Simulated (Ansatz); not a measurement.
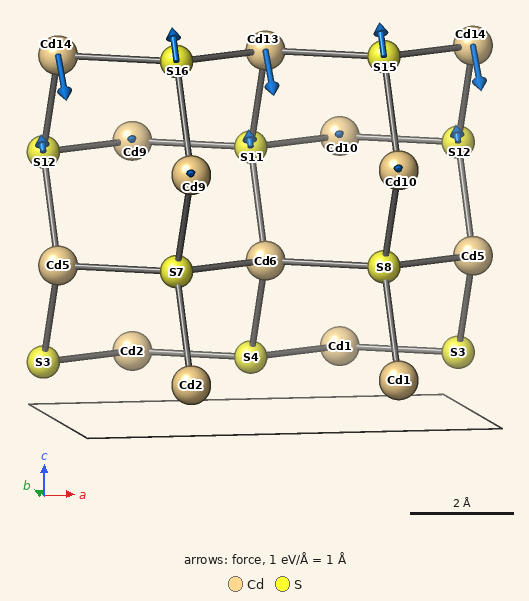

Starting geometry of a slab of composition CdS (cut from the F-43m phase) with the computed forces as blue arrows. Style: ball-and-stick. Shown: the cell of the calculation, outlined in the plane, without the vacuum (origin shifted), slightly off an axis.

Case: clean slab, lower planes held. The slab is the (1 1 0) face of CdS. 8 atoms are held fixed.

The calculation used DFT PBE+D3(BJ), scalar-relativistic, plane waves, PAW in Ansatz.

Input
```yaml
crystal:
  lattice:
    - [8.2750818194, 0.0, 0.0]
    - [0.0, 5.8513664694, 0.0]
    - [0.0, 0.0, 22.2063113646]
  atoms:
    - { symbol: Cd, position: [0.25, 0.5, 0.3602579406] }
    - { symbol: Cd, position: [0.75, 0.5, 0.3602579406] }
    - { symbol: S, position: [0.5, 0.25, 0.3602579406] }
    - { symbol: S, position: [0.0, 0.25, 0.3602579406] }
    - { symbol: Cd, position: [0.5, 0.0, 0.4534193135] }
    - { symbol: Cd, position: [0.0, 0.0, 0.4534193135] }
    - { symbol: S, position: [0.75, 0.75, 0.4534193135] }
    - { symbol: S, position: [0.25, 0.75, 0.4534193135] }
    - { symbol: Cd, position: [0.75, 0.5, 0.5465806865] }
    - { symbol: Cd, position: [0.25, 0.5, 0.5465806865] }
    - { symbol: S, position: [0.0, 0.25, 0.5465806865] }
    - { symbol: S, position: [0.5, 0.25, 0.5465806865] }
    - { symbol: Cd, position: [0.0, 0.0, 0.6397420594] }
    - { symbol: Cd, position: [0.5, 0.0, 0.6397420594] }
    - { symbol: S, position: [0.25, 0.75, 0.6397420594] }
    - { symbol: S, position: [0.75, 0.75, 0.6397420594] }
basis:
  ecutwfc: 420
kpoints:
  mp_grid: { grid: [2, 3, 1] }
hamiltonian:
  xc: pbe
  dispersion: d3bj
scf:
  occupations: { method: gaussian, width: 0.05 }
output:
  forces: true
  eigenvalues: true
  write_density: true
  write_potential: true
  elf: true
  volumetric_format: npy
relax:
  adjacent_minimum: "off"
  f_tol: 0.03
  max_steps: 70
  constraints: [{ sites: [0, 1, 2, 3, 4, 5, 6, 7] }]
efield:
  axis: 3
  dipole_correction: true
  ramp_width: 0.04
```

Launched with:
```bash
ansatz run input.yaml --threads 4 --pin off --max-ram 12288MiB --backend cpu --events-out ev --progress --plain --runs-dir out
```

Is this structure relaxed? If not, where do the atoms go?

Answer. It isn't relaxed: the largest force vector, on Cd atoms, is 1.15 eV/Å. The final displacements follow the starting forces only in part (cosine between the two patterns 0.82). The largest moves, 0.55 Å, are those of Cd13 and Cd14. Cd13 goes at 42° to the normal (−c side). Largest moves by element: Cd 0.55 Å, S 0.21 Å. The lattice vectors keep their values. Near-neighbour distances that change, for instance: Cd13–S15 2.534 → 2.468 Å, S7–Cd9 2.534 → 2.590 Å, S11–Cd13 2.534 → 2.483 Å, Cd5–S12 2.534 → 2.552 Å. Bond angles that change, for instance: Cd10–S15–Cd13 109.5° → 93.0°, Cd5–S12–Cd14 109.5° → 96.1°, S11–Cd13–S15 109.5° → 121.7°. Over 4 geometry steps the energy falls by 0.695 eV per cell of the calculation. The largest force component goes from 0.83 to 0.013 eV/Å.
